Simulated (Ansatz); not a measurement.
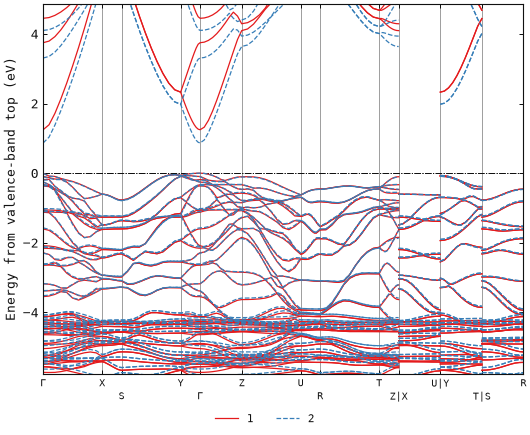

Band structures of ZnO, space group Pmmn, 12 atoms in the cell, by two methods on the same cell. Each is counted from its own valence-band top.

Q: Which curve is which? The methods: PBE, r2SCAN.

A: 1 is r2SCAN; 2 is PBE. r2SCAN gives a gap of 1.25 eV along the path and PBE gives a gap of 0.87 eV along the path.

Settings. r2SCAN: DFT r2SCAN, scalar-relativistic, plane waves, PAW, no spin polarisation, 8×4×6 k mesh, 500 eV cutoff, Gaussian smearing of 0.02 eV (Ansatz). PBE: DFT PBE, scalar-relativistic, plane waves, PAW, no spin polarisation, 8×4×6 k mesh, 420 eV cutoff, Gaussian smearing of 0.02 eV (Ansatz 0.2.0).

The structure is an invented one, so it need not be a known or stable phase.
